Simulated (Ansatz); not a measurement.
**C$_{6}$N (slab): density, localisation and related maps**

```
CELL_PARAMETERS angstrom
2.46494 0.00000 0.00000
1.23248 2.13469 0.00000
0.00000 0.00000 25.74866
ATOMIC_POSITIONS crystal
C 0.16562 0.16562 0.33011
C 0.49896 0.49896 0.33014
C 0.42677 0.42677 0.46121
C 0.76014 0.76014 0.46123
C 0.89724 0.89724 0.58955
C 0.22549 0.22549 0.58948
N 0.06134 0.06134 0.63975
```

The SCF solution may not be the lowest one; the program warned that a starting moment wasn't kept; spin-polarised, but the moments vanished.

Computed with DFT PBE+D3(BJ), scalar-relativistic, plane waves, PAW (Ansatz).

Core electrons are frozen (PAW), and the valence fields are smoothed inside the atomic spheres.

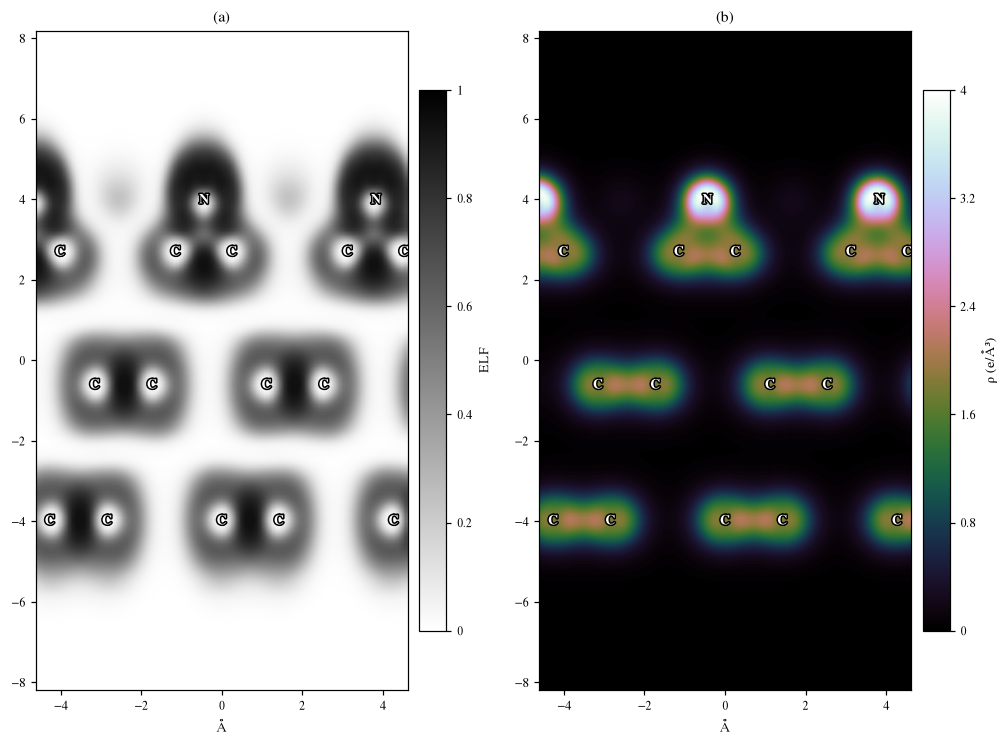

Figure 1. (a) electron localisation function; (b) valence charge density (pseudo) on the (11̄0) plane of the calculation cell, a cut from vacuum to vacuum.

> What do the fields say about this system?

The section cuts through C and N sites.
C–C (1.40 Å): ρ is about 2 e/Å³ halfway; the ELF peaks at about 0.90 between the atoms.
C–N (1.47 Å): ρ is about 1.9 e/Å³ halfway; the ELF peaks at about 0.80 between the atoms.
The density dies away to nearly zero in the vacuum.
The ELF also peaks beside N, away from the bonds: lone-pair regions.

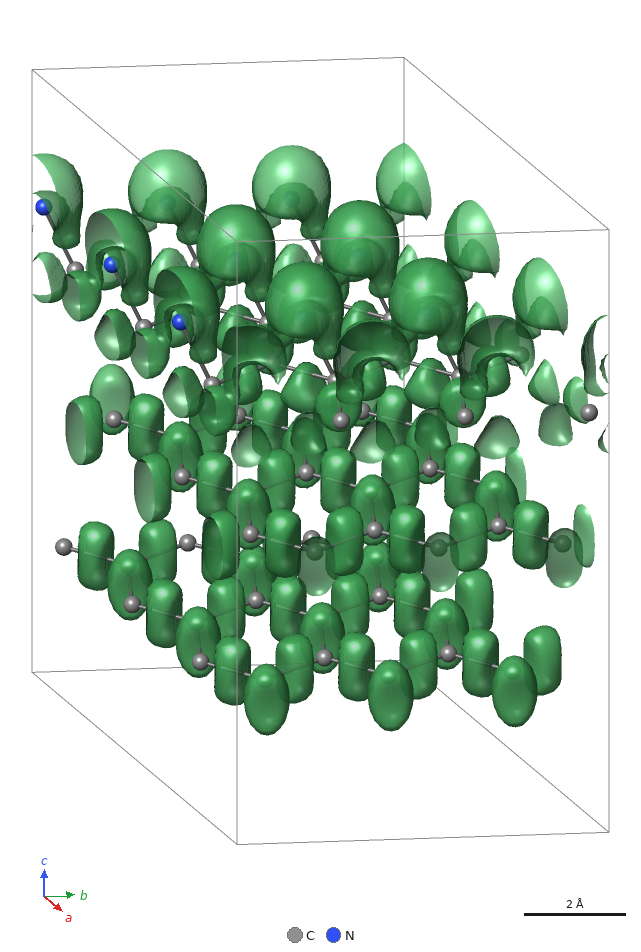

Figure 2. Isosurface of the ELF at 0.75 (green), seen at an oblique angle. Core shells and regions of very low density are left out. Sticks mark near contacts.

> Where are the electrons localised?

The ELF exceeds this value in nine regions between bonded C–C atoms and one region on N in which the atom's valence shell and bonds are merged, counted in one cell of 7 atoms. Counts are for one cell; the picture repeats the cell along the surface.
